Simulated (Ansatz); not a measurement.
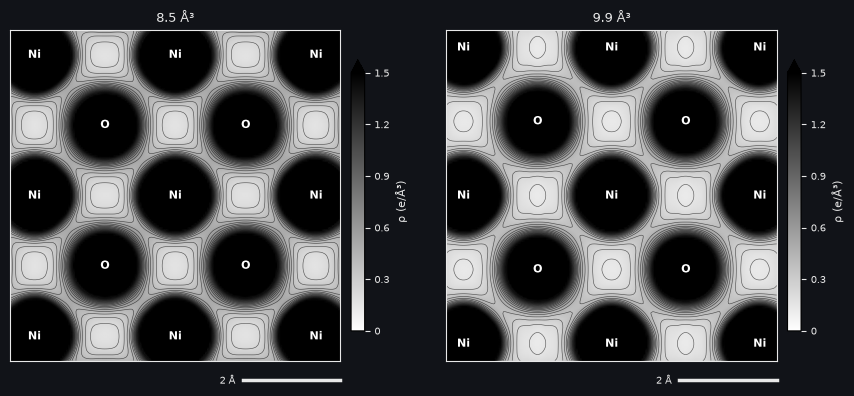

NiO. The valence electron density of cells scaled evenly to different volumes (given per atom above each panel), on the (101) plane of each (indices in the axes of the cell below), at one length scale and on one colour scale.

Spin-polarised.

Computed with Ansatz 0.2.0, DFT PBE, scalar-relativistic, plane waves, PAW.

Core electrons are frozen (PAW), and the valence fields are smoothed inside the atomic spheres.

The largest cell:

```
CELL_PARAMETERS angstrom
0.00000 2.14952 2.14952
2.14952 0.00000 2.14952
2.14952 2.14952 0.00000
ATOMIC_POSITIONS crystal
Ni 0.00000 0.00000 0.00000
O 0.50000 0.50000 0.50000
```

| volume (Å³/atom) | Ni–O contact in the plane (Å) | ρ at its midpoint (e/Å³) | pressure (GPa) | largest moment (μB) | 
| --- | --- | --- | --- | --- |
| 8.53 | 2.043 | 0.503 | 19.0 | 1.25 | 
| 8.81 | 2.065 | ? | ? | ? | 
| 9.93 | 2.150 | 0.391 | −8.8 | 1.53 | 

**What values belong in the row with question marks?**

Over the known rows ln ρ falls by 2.35 per Å of Ni–O distance (the line through the two), which gives 0.478 e/Å³ at 2.065 Å; the calculation gives 0.476 e/Å³. For the pressure, a straight line in volume between the neighbouring rows gives 13.4 GPa; the calculation gives 11.6, lower because pressure rises ever faster on compression. For the largest moment, a straight line in volume between the neighbouring rows gives 1.31 μB; the calculation gives 1.33.
